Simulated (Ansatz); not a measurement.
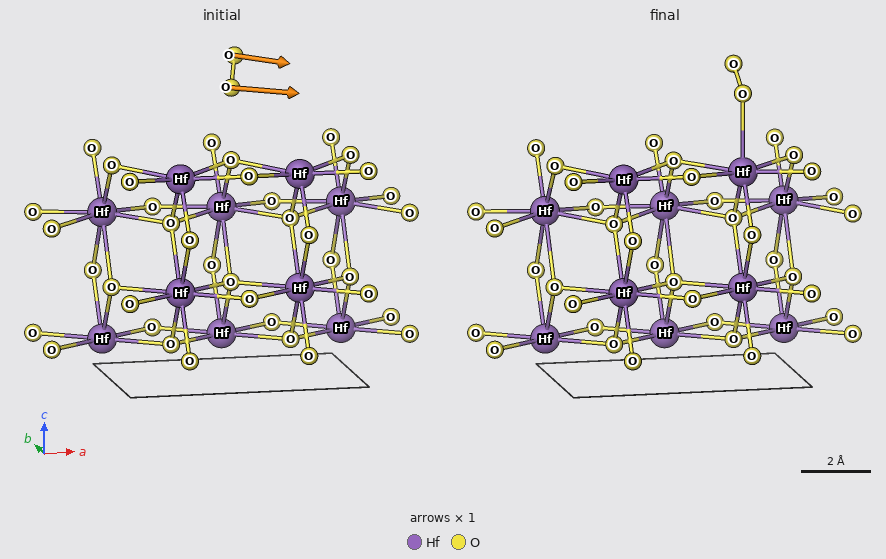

The structure of a slab of composition Hf4O9 (cut from the Fm-3m phase) before (left) and after (right) a constrained relaxation, at one scale. The orange arrows give the displacements, at their true length.

The picture is a ball-and-stick view of the cell of the calculation, outlined in the plane, without the vacuum (origin shifted), seen slightly off an axis.

Case: 1 O2 a cell, tilted, over a top O site. The slab is the (1 1 0) face of HfO2 with O2 on it. 12 atoms are held fixed.

Computed with DFT PBE+D3(BJ), scalar-relativistic, plane waves, PAW in Ansatz. (plane-wave cutoff 420 eV; k-point mesh 2 × 3 × 1; occupations gaussian; smearing width 0.05 eV; collinear spin; dipole correction; atoms relaxed in a fixed cell; force threshold 0.04 eV/Å; at most 100 steps)

> What changed between the two?

Over 19 geometry steps the energy falls by 0.696 eV per cell of the calculation. The largest force component goes from 1.6 to 0.031 eV/Å. The largest move is that of an O atom, 2.18 Å within the plane. By element the largest moves are O 2.18 Å, Hf 0.06 Å. The cell stays as it was. Near-neighbour distances that change, for instance: Hf–O 3.250 → 2.357 Å, Hf–Hf 3.407 → 3.463 Å, Hf–O 2.030 → 2.069 Å, Hf–O 2.119 → 2.080 Å. New bonds form: Hf–O (3.25 → 2.36 Å). Among the angles between lasting bonds that change: O–Hf–O 166.9° → 170.5°, O–Hf–O 116.2° → 114.2°.

Limits of the set-up: the k-point mesh is coarse for a cell with partly filled bands; the periodic images lie only 5.1 Å apart, so the values are limited by the cell's size.
